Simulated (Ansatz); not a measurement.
# BaTiO3 (R3m): a band-gap study from LDA to G0W0 at the band limit, part 2 of 2

The study climbs from cheap functionals to G0W0 on BaTiO3 (R3m) and then asks what each convergence step is worth.

Ansatz 0.2.0; density functionals, hybrids, G0W0, plane waves, PAW. Known limits of the many-body steps: not at the basis limit; no spin-orbit coupling.

So far. Step 5 (HSE06+SOC): The gap stands −0.01 eV against HSE06. Step 6 (G0W0, 6×6×6 mesh, 168 empty bands, screening to 110 eV …): The gap on the mesh goes from 2.35 eV to 4.08 eV, a correction of +1.73 eV. Between the two edge states, bare exchange in place of the xc potential would open the gap by 12.44 eV, and correlation takes back 10.71 eV.

In doubt: masses and optical values from hybrid runs of this build are listed as unsure (steps 10, 11), which bears on the screening that GW takes from such a start; the elements are of a kind flagged for part-filled d or f shells, though by formal charges that shell is empty here, so the flag may not apply.

## Step 7: G0W0, 6×6×6 mesh, 381 empty bands, screening to 190 eV, hard PAW files

Level of this step: G0W0 on LDA, plane waves, PAW (Ansatz).

Another rung: the empty bands reach about as high as the screening cutoff, so the two stay in balance.

File input.yaml:

```yaml
crystal:
  lattice:
    - [2.8273666084, 1.6323808724, 2.3183934932]
    - [-2.8273666084, 1.6323808724, 2.3183934932]
    - [0.0, -3.2647617449, 2.3183934932]
  atoms:
    - { symbol: Ba, position: [0.0, 0.0, 0.0] }
    - { symbol: Ti, position: [0.4845, 0.4845, 0.4845] }
    - { symbol: O, position: [0.5086, 0.5086, 0.0175] }
    - { symbol: O, position: [0.0175, 0.5086, 0.5086] }
    - { symbol: O, position: [0.5086, 0.0175, 0.5086] }
kpoints:
  mp_grid: { grid: [6, 6, 6] }
hamiltonian:
  xc: lda
  pseudopotentials: { kind: paw, source: ansatz }
scf:
  occupations: { method: fixed }
gw:
  n_empty_bands: 381
  ecut_chi: 190.0
  qp_bands: [v2, c2]
  qp_kpoints: band_edges
  screening: { model: contour_deformation }
```

Run with:

```sh
$ ansatz run input.yaml --threads 4 --pin off --max-ram 138240MiB --backend cuda --events-out ev --progress --plain --runs-dir out --devices 1 --max-vram 26GiB
```

Numbers of over 12 decimals in the logs are rounded to 6 here.

The log of the run:

```text
GPUs: using 1 of 1 available (devices: 1).
[...]
GPU FFT provider: cuFFT
GPU libraries: cuBLAS 13.8.2, cuFFT 12.4.0, cuSOLVER 12.3.4
Crystal: 5 atoms, lattice volume = 64.201 Å³
Basis set: ecut = 930 eV, 4103 PW (Γ)
Bands: 25, of which v1, the nominal top of the filled ones, is band 20 counted from 1 (19 counted from 0)
Symmetry: 6 space group operations
[...]
k-points: 32 of 216 (time reversal used)
[...]
1    22     12.6078   -13.6094    -6.4288   -21.3525  0.7318    13.9561    13.9221  root
[...]
31    19      9.8602   -25.7254     4.3849   -20.8869  0.7201     9.4027     9.4066  root
    31    20      9.8747   -25.7490     4.3942   -20.9005  0.7201     9.4165     9.4204  root
    31    21     14.2304   -14.5891    -7.7889   -23.7007  0.6846    15.6144    15.5531  root
    31    22     14.3803   -14.6902    -7.8811   -23.8989  0.6813    15.7722    15.7078  root
[key lines of the parts left out:]
SCF converged after 10 iterations
Free energy (F): -9890.376212 eV
Fermi energy:    9.874652 eV
```

It took 2 min on 1 × NVIDIA H100 80GB HBM3 (shared by 3 runs) with 4 threads of AMD EPYC 7R13 (Zen 3), shared host; peak memory 3 GiB.

This step gave:

```yaml
bands_summed: 401
rpa_eps_infinity_on_this_mesh_eigenvalues: 5.373, 5.851, 5.851
plane_waves_in_the_screening_matrix: 389
g0w0_gap_on_the_mesh: 4.116 eV
k_of_the_valence_top: -0.5, -0.5, -0.5
k_of_the_conduction_bottom: 0, 0, 0
starting_gap_on_the_mesh: 2.347 eV
least_direct_g0w0_gap_on_the_computed_points: 4.439 eV
```

Against the run with 6×6×6 mesh, 168 empty bands, screening to 110 eV, hard PAW files, the gap moves by +0.03 eV.

## Step 8: G0W0, 6×6×6 mesh, 646 empty bands, screening to 270 eV, hard PAW files

Changes to input.yaml since step 7:

```diff
@@ -19,4 +19,4 @@
 gw:
-  n_empty_bands: 381
-  ecut_chi: 190.0
+  n_empty_bands: 646
+  ecut_chi: 270.0
   qp_bands: [v2, c2]
```

The log of the run:

```text
GPUs: using 1 of 1 available (devices: 1).
[...]
GPU FFT provider: cuFFT
GPU libraries: cuBLAS 13.8.2, cuFFT 12.4.0, cuSOLVER 12.3.4
Crystal: 5 atoms, lattice volume = 64.201 Å³
Basis set: ecut = 930 eV, 4103 PW (Γ)
Bands: 25, of which v1, the nominal top of the filled ones, is band 20 counted from 1 (19 counted from 0)
Symmetry: 6 space group operations
[...]
k-points: 32 of 216 (time reversal used)
[...]
1    22     12.6078   -13.6094    -6.5698   -21.3525  0.7301    13.8076    13.7811  root
[...]
31    19      9.8602   -25.7254     4.2181   -20.8869  0.7176     9.2324     9.2399  root
    31    20      9.8747   -25.7490     4.2272   -20.9005  0.7177     9.2459     9.2534  root
    31    21     14.2304   -14.5891    -7.9456   -23.7007  0.6822    15.4425    15.3964  root
    31    22     14.3803   -14.6902    -8.0392   -23.8989  0.6789    15.5981    15.5498  root
[key lines of the parts left out:]
SCF converged after 10 iterations
Free energy (F): -9890.376212 eV
Fermi energy:    9.874652 eV
```

Wall time 5 min (1 × NVIDIA H100 80GB HBM3 (shared by 3 runs) with 4 threads); peak memory 5.1 GiB; 9.8 min of CPU time.

This step gave:

```
bands summed                                 : 666
RPA ε∞ on this mesh (eigenvalues)            : 5.368, 5.846, 5.846
plane waves in the screening matrix          : 619
G0W0 gap on the mesh                         : 4.150 eV
k of the valence top                         : -0.5, -0.5, -0.5
k of the conduction bottom                   : 0, 0, 0
starting gap on the mesh                     : 2.347 eV
least direct G0W0 gap on the computed points : 4.478 eV
```

Against the run with 6×6×6 mesh, 381 empty bands, screening to 190 eV, hard PAW files, the gap moves by +0.03 eV.

## Step 9: G0W0, 6×6×6 mesh, 1079 empty bands, screening to 380 eV, hard PAW files

Changes to input.yaml since step 8:

```diff
@@ -19,4 +19,4 @@
 gw:
-  n_empty_bands: 646
-  ecut_chi: 270.0
+  n_empty_bands: 1079
+  ecut_chi: 380
   qp_bands: [v2, c2]
```

The log of the run:

```text
GPUs: using 1 of 1 available (devices: 1).
[...]
GPU FFT provider: cuFFT
GPU libraries: cuBLAS 13.8.2, cuFFT 12.4.0, cuSOLVER 12.3.4
Crystal: 5 atoms, lattice volume = 64.201 Å³
Basis set: ecut = 930 eV, 4103 PW (Γ)
Bands: 25, of which v1, the nominal top of the filled ones, is band 20 counted from 1 (19 counted from 0)
Symmetry: 6 space group operations
[...]
k-points: 32 of 216 (time reversal used)
[...]
GPU buffer pool allocated for 91125 grid points (all kernels)
[...]
SCF iter   1: F=—  HF=-9892.358652 eV  |F-HF|=—  |Δ(HF+E_count)|=         —  Δρ=8.80e-2  dr2=6.35e0  ethr=3.10e-3  ⟨swp⟩=4.1  Hψ=3192  notcnv=0  defer=45
[...]
SCF iter  10: F=-9890.376212 eV  HF=-9890.376212 eV  |F-HF|=1.46e-9  |Δ(HF+E_count)|=   5.30e-9  Δρ=2.58e-6  dr2=2.01e-9  ethr=2.50e-10  ⟨swp⟩=10.2  Hψ=3318  notcnv=0
SCF 1 converged in 10 iterations: F = -9890.376212 eV  dr2 = 2.01e-9
[...]
G₀W₀ screening: q 1/32
[... further progress lines ...]
[...]
SCF converged after 10 iterations
Free energy (F): -9890.376212 eV
[...]
Internal energy: -9890.376212 eV  (E = F + TS)
E sigma→0 (E₀):  -9890.376212 eV
Fermi energy:    9.874652 eV
[...]
--- Band table (eV; the first three rows and the last of 32) ---
  k-point 0: bands = [... 16 lower, 8.7711, 9.3731, 9.5172, 9.5172, 12.2221, 12.2221, 12.3773, 14.4464, ... 1 higher]
  k-point 1: bands = [... 16 lower, 8.6021, 8.9644, 9.3973, 9.4104, 12.2724, 12.6078, 12.6344, 14.4429, ... 1 higher]
  k-point 2: bands = [... 16 lower, 8.2995, 8.4133, 9.0809, 9.1792, 12.3465, 13.2977, 13.3934, 14.4285, ... 1 higher]
  k-point 31: bands = [... 16 lower, 7.5833, 9.8602, 9.8602, 9.8747, 14.2304, 14.3803, 14.3803, 16.5267, ... 1 higher]
[...]
0    19      9.5172   -25.7262     3.5842   -21.4266  0.7247     8.7924     8.8019  root
     0    20      9.5172   -25.7262     3.5842   -21.4266  0.7247     8.7924     8.8019  root
     0    21     12.2221   -13.0408    -6.5045   -20.6325  0.7384    13.3295    13.3092  root
     0    22     12.2221   -13.0408    -6.5045   -20.6325  0.7384    13.3295    13.3092  root
     1    19      9.3973   -25.7131     3.6571   -21.3337  0.7236     8.6651     8.6750  root
     1    20      9.4104   -25.3406     3.5355   -21.1009  0.7238     8.6968     8.7063  root
     1    21     12.2724   -13.1885    -6.5103   -20.7781  0.7371    13.3720    13.3518  root
     1    22     12.6078   -13.6094    -6.6702   -21.3525  0.7288    13.7026    13.6807  root
     2    19      9.0809   -25.1617     3.5466   -20.9159  0.7215     8.3719     8.3818  root
     2    20      9.1792   -25.7696     3.8176   -21.2061  0.7221     8.4223     8.4334  root
     2    21     12.3465   -13.2984    -6.6490   -21.0438  0.7340    13.4645    13.4429  root
     2    22     13.2977   -14.3210    -7.1262   -22.5092  0.7094    14.3861    14.3597  root
     3    19      8.9402   -25.2664     3.6472   -20.9022  0.7205     8.2125     8.2233  root
     3    20      9.0809   -25.8451     3.9085   -21.1743  0.7216     8.3068     8.3186  root
     3    21     12.3801   -13.3456    -6.7353   -21.1893  0.7324    13.5111    13.4885  root
     3    22     13.6715   -14.6329    -7.4428   -23.1318  0.6972    14.7575    14.7275  root
     4    19      9.2748   -25.3852     3.6180   -21.0502  0.7236     8.5478     8.5578  root
     4    20      9.3720   -25.5343     3.8220   -20.9796  0.7195     8.6283     8.6394  root
     4    21     12.5862   -13.4692    -6.7306   -21.2803  0.7300    13.6890    13.6667  root
     4    22     12.6629   -13.7325    -6.7144   -21.5254  0.7266    13.7638    13.7414  root
     5    19      9.0182   -25.2487     3.8487   -20.6614  0.7196     8.2679     8.2795  root
     5    20      9.2152   -25.2483     3.9143   -20.5983  0.7166     8.4677     8.4796  root
     5    21     12.6649   -13.6433    -6.8369   -21.5752  0.7265    13.7834    13.7598  root
     5    22     13.3367   -14.2084    -7.2289   -22.5103  0.7088    14.4372    14.4098  root
[...]
30    19      9.5437   -25.2677     4.1143   -20.4058  0.7149     8.7840     8.7961  root
    30    20      9.6613   -25.4422     4.1071   -20.5969  0.7147     8.9117     8.9231  root
    30    21     13.8670   -14.4657    -7.6622   -23.1897  0.6941    14.9613    14.9288  root
    30    22     14.0698   -14.3588    -7.8828   -23.3091  0.6885    15.1725    15.1373  root
    31    19      9.8602   -25.7254     4.0986   -20.8869  0.7161     9.1095     9.1204  root
    31    20      9.8747   -25.7490     4.1075   -20.9005  0.7162     9.1228     9.1338  root
    31    21     14.2304   -14.5891    -8.0582   -23.7007  0.6805    15.3207    15.2838  root
    31    22     14.3803   -14.6902    -8.1531   -23.8989  0.6772    15.4745    15.4359  root
```

The job ended after 11 min (1 × NVIDIA H100 80GB HBM3 (shared by 3 runs) with 4 threads; peak memory 10 GiB).

This step gave:

```
bands summed                                 : 1099
RPA ε∞ on this mesh (eigenvalues)            : 5.365, 5.842, 5.842
plane waves in the screening matrix          : 1045
q-points in the mesh                         : 216
G0W0 gap on the mesh                         : 4.175 eV
k of the valence top                         : -0.5, -0.5, -0.5
k of the conduction bottom                   : 0, 0, 0
starting gap on the mesh                     : 2.347 eV
Z at the valence top                         : 0.7162
Z at the conduction bottom                   : 0.7384
least direct G0W0 gap on the computed points : 4.507 eV
```

Against the run with 6×6×6 mesh, 646 empty bands, screening to 270 eV, hard PAW files, the gap moves by +0.03 eV.

Limits: finite bands, cutoff and mesh; no spin-orbit coupling. v1 is the top filled band, c1 the lowest empty one. Levels before and after the correction, in eV, zero at the valence-band top of each column:

|  | conduction bottom | valence top |
| --- | --- | --- |
| Kohn-Sham | 2.35 | 0.00 |
| G0W0 | 4.18 | 0.00 |

|  | level | occupation | energy (eV) |
| --- | --- | --- | --- |
| Kohn-Sham | Γ v2-v1 | 2 | -0.357 |
| Kohn-Sham | Γ c1-c2 | 0 | 2.347 |
| Kohn-Sham | (-0.5 -0.5 -0.5) v2 | 2 | -0.014 |
| Kohn-Sham | (-0.5 -0.5 -0.5) v1 | 2 | 0.000 |
| Kohn-Sham | (-0.5 -0.5 -0.5) c1 | 0 | 4.356 |
| Kohn-Sham | (-0.5 -0.5 -0.5) c2 | 0 | 4.506 |
| G0W0 | Γ v2-v1 | 2 | -0.332 |
| G0W0 | Γ c1-c2 | 0 | 4.175 |
| G0W0 | (-0.5 -0.5 -0.5) v2 | 2 | -0.013 |
| G0W0 | (-0.5 -0.5 -0.5) v1 | 2 | 0.000 |
| G0W0 | (-0.5 -0.5 -0.5) c1 | 0 | 6.150 |
| G0W0 | (-0.5 -0.5 -0.5) c2 | 0 | 6.302 |

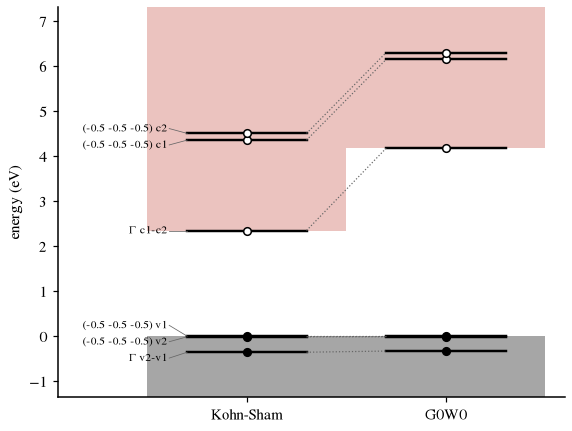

Levels before and after the correction. Shaded: valence and conduction bands. Filled marks are occupied levels, open marks empty ones.

How the two edges are built up, in eV (the quasiparticle level is the starting level plus Σx plus Σc less Vxc):

| run | edge | start | Σx | Σc | Vxc | Z | QP |
| --- | --- | --- | --- | --- | --- | --- | --- |
| 188 bands | valence top | 9.87 | -25.75 | 4.69 | -20.90 | 0.73 | 9.72 |
| 188 bands | conduction bottom | 12.22 | -13.04 | -6.02 | -20.63 | 0.74 | 13.80 |
| 401 bands | valence top | 9.87 | -25.75 | 4.39 | -20.90 | 0.72 | 9.42 |
| 401 bands | conduction bottom | 12.22 | -13.04 | -6.28 | -20.63 | 0.74 | 13.54 |
| 666 bands | valence top | 9.87 | -25.75 | 4.23 | -20.90 | 0.72 | 9.25 |
| 666 bands | conduction bottom | 12.22 | -13.04 | -6.41 | -20.63 | 0.74 | 13.40 |
| 1099 bands | valence top | 9.87 | -25.75 | 4.11 | -20.90 | 0.72 | 9.13 |
| 1099 bands | conduction bottom | 12.22 | -13.04 | -6.50 | -20.63 | 0.74 | 13.31 |

## Step 10: G0W0@HSE06, 6×6×6 mesh, 381 empty bands, screening to 190 eV, hard PAW files

The same correction from a different start measures what one shot leaves open. Bands and cutoff differ from the step before, so it is read against an earlier run that matches them.

This step: G0W0 on HSE06, plane waves, PAW.

Changes to input.yaml since step 9:

```diff
@@ -14,3 +14,3 @@
 hamiltonian:
-  xc: lda
+  xc: hse06
   pseudopotentials: { kind: paw, source: ansatz }
@@ -19,4 +19,4 @@
 gw:
-  n_empty_bands: 1079
-  ecut_chi: 380
+  n_empty_bands: 381
+  ecut_chi: 190.0
   qp_bands: [v2, c2]
```

The log of the run:

```text
GPUs: using 1 of 1 available (devices: 1).
[...]
GPU FFT provider: cuFFT
GPU libraries: cuBLAS 13.8.2, cuFFT 12.4.0, cuSOLVER 12.3.4
Crystal: 5 atoms, lattice volume = 64.201 Å³
Basis set: ecut = 930 eV, 4103 PW (Γ)
Bands: 25, of which v1, the nominal top of the filled ones, is band 20 counted from 1 (19 counted from 0)
Symmetry: 6 space group operations
[...]
k-points: 32 of 216 (time reversal used)
[...]
1    21     13.1597   -12.4377    -5.9171   -18.8833  0.7793    13.6912    13.6881  root
     1    22     13.5088   -12.8848    -6.0240   -19.4485  0.7729    14.0518    14.0484  root
[...]
31    19      9.2147   -25.8858     4.0485   -21.8763  0.7640     9.2536     9.2537  root
    31    20      9.2281   -25.9094     4.0572   -21.8920  0.7640     9.2678     9.2679  root
    31    21     15.3286   -14.0837    -7.0585   -21.6447  0.7334    15.8354    15.8310  root
    31    22     15.4984   -14.2028    -7.1345   -21.8421  0.7306    16.0077    16.0032  root
[key lines of the parts left out:]
Free energy (F): -10148.601531 eV
Fermi energy:    9.228111 eV
```

Run time: 4.5 min. Hardware: 1 × NVIDIA H100 80GB HBM3 (shared by 3 runs) with 4 threads; peak memory 4 GiB; 7.5 min of CPU time.

This step gave:

* bands summed: 401
* RPA ε∞ on this mesh (eigenvalues): 4.072, 4.362, 4.362
* plane waves in the screening matrix: 389
* G0W0 gap on the mesh: 4.371 eV
* k of the valence top: -0.5, -0.5, -0.5
* k of the conduction bottom: 0, 0, 0
* starting gap on the mesh: 3.883 eV
* least direct G0W0 gap on the computed points: 4.772 eV

Against the run with 6×6×6 mesh, 381 empty bands, screening to 190 eV, hard PAW files on LDA, the gap moves by +0.26 eV, while the start moved by +1.54 eV.

## Step 11: G0W0@PBE0, 6×6×6 mesh, 381 empty bands, screening to 190 eV, hard PAW files

This step: G0W0 on PBE0, plane waves, PAW.

Changes to input.yaml since step 10:

```diff
@@ -14,3 +14,3 @@
 hamiltonian:
-  xc: hse06
+  xc: pbe0
   pseudopotentials: { kind: paw, source: ansatz }
```

The log of the run:

```text
GPUs: using 1 of 1 available (devices: 1).
[...]
GPU FFT provider: cuFFT
GPU libraries: cuBLAS 13.8.2, cuFFT 12.4.0, cuSOLVER 12.3.4
Crystal: 5 atoms, lattice volume = 64.201 Å³
Basis set: ecut = 930 eV, 4103 PW (Γ)
Bands: 25, of which v1, the nominal top of the filled ones, is band 20 counted from 1 (19 counted from 0)
Symmetry: 6 space group operations
[...]
k-points: 32 of 216 (time reversal used)
[...]
1    21     13.5219   -12.4092    -5.7811   -18.4842  0.7919    13.8166    13.8158  root
     1    22     13.8767   -12.8615    -5.8808   -19.0480  0.7860    14.1833    14.1824  root
[...]
31    19      8.8236   -25.8912     3.9076   -22.2803  0.7772     9.1195     9.1203  root
    31    20      8.8368   -25.9146     3.9161   -22.2961  0.7772     9.1336     9.1344  root
    31    21     15.7192   -14.0747    -6.8602   -21.2270  0.7503    16.0125    16.0113  root
    31    22     15.8902   -14.1953    -6.9335   -21.4256  0.7477    16.1882    16.1870  root
[key lines of the parts left out:]
Free energy (F): -10148.098426 eV
Fermi energy:    8.836791 eV
```

Run time: 4.7 min. Hardware: 1 × NVIDIA H100 80GB HBM3 (shared by 3 runs) with 4 threads; peak memory 3.9 GiB.

Numbers from this step:

| Quantity | Value |
| --- | --- |
| bands summed | 401 |
| RPA ε∞ on this mesh (eigenvalues) | 3.836, 4.091, 4.091 |
| plane waves in the screening matrix | 389 |
| G0W0 gap on the mesh | 4.631 eV |
| k of the valence top | -0.5, -0.5, -0.5 |
| k of the conduction bottom | 0, 0, 0 |
| starting gap on the mesh | 4.635 eV |
| least direct G0W0 gap on the computed points | 5.026 eV |

Against the run with 6×6×6 mesh, 381 empty bands, screening to 190 eV, hard PAW files on HSE06, the gap moves by +0.26 eV, while the start moved by +0.75 eV.

## Step 12: The ladder

Times are wall times on 1 × NVIDIA H100 80GB HBM3 (shared by 3 runs) with 4 threads of AMD EPYC 7R13 (Zen 3), shared host, good to a factor of about two. G0W0 rows are gaps on the mesh, lowered by the amount that the mesh misses the start's edges, a rough step that assumes the same correction there.

| level | gap (eV) | least direct gap (eV) | time |
| --- | --- | --- | --- |
| LDA | 2.35 | 2.69 | 7.4 s |
| LDA+SOC | 2.35 | 2.63 | 9.1 s |
| HSE06 | 3.89 | 4.21 | 19 s |
| HSE06+SOC | 3.88 | 4.15 | 61 s |
| G0W0@LDA (168 empty bands, hard PAW) | 4.08 | - | 72 s |
| G0W0@LDA (381 empty bands, hard PAW) | 4.12 | - | 2 min |
| G0W0@LDA (646 empty bands, hard PAW) | 4.15 | - | 5 min |
| G0W0@LDA (1079 empty bands, hard PAW) | 4.18 | - | 11 min |
| G0W0@HSE06 (381 empty bands, hard PAW) | 4.37 | - | 4.5 min |
| G0W0@PBE0 (381 empty bands, hard PAW) | 4.63 | - | 4.7 min |

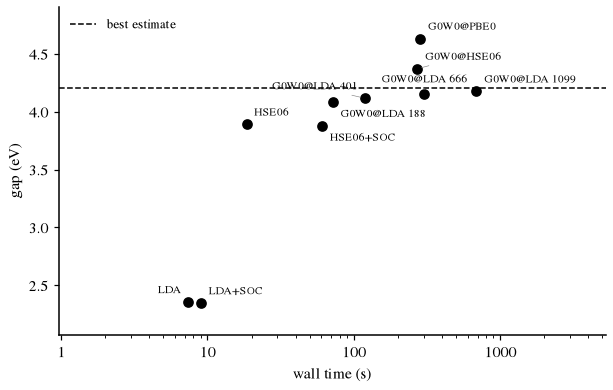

Result against wall time.

## Step 13: Adding up the best estimate

| term | eV | running total (eV) |
| --- | --- | --- |
| G0W0 on the mesh, top rung | 4.175 | 4.175 |
| to the limit, by a line in one over the bands through the two top rungs | +0.039 | 4.214 |
| spin-orbit change, from LDA | −0.010 | 4.205 |

Changes that are not added in, each against a run with equal bands and cutoff:

| change | eV |
| --- | --- |
| start HSE06 | +0.26 |
| start PBE0 | +0.52 |

## Step 14: What came out

```json
{"LDA gap": "2.35 eV, indirect", "HSE06": "3.89 eV", "G0W0, top rung on the mesh": "4.18 eV", "best estimate, G0W0@LDA with spin-orbit change": "4.20 eV", "GW settings of the top rung": "6×6×6 mesh, 1079 empty bands, screening to 380 eV, hard PAW files", "known limits": "one-shot GW, static lattice; one k mesh, untested"}
```

The best estimate for G0W0@LDA is 4.20 eV, indirect by LDA+SOC, against 2.35 eV at the start (both with spin-orbit coupling). The pair of rungs below gives a limit −0.01 eV away. Of the changes left open the largest, +0.52 eV, comes from starting at PBE0. Among the functionals HSE06 comes nearest: −0.32 eV from the estimate without its spin-orbit term (4.21 eV). All runs took 30 min, 95 % of it in G0W0.

[Paths, hosts, dates, memory and timing lines, banners, echoed tables and standing remarks are left out of the program output.]

[Logs are printed without paths, hosts, clocks, repeated set-up lines and the standing remarks that a program may print on its own settings, such as how far it seeks lower states.]

[Runs of the session that timed out or met a known fault of the program may be left out.]

[Cells called generated may have been cut or substituted from an entry of the Crystallography Open Database or the Materials Project.]

[Hosts, paths, dates, database ids (printed as entryN), source tags and the programs' standing remarks are cut or masked in the printed files.]
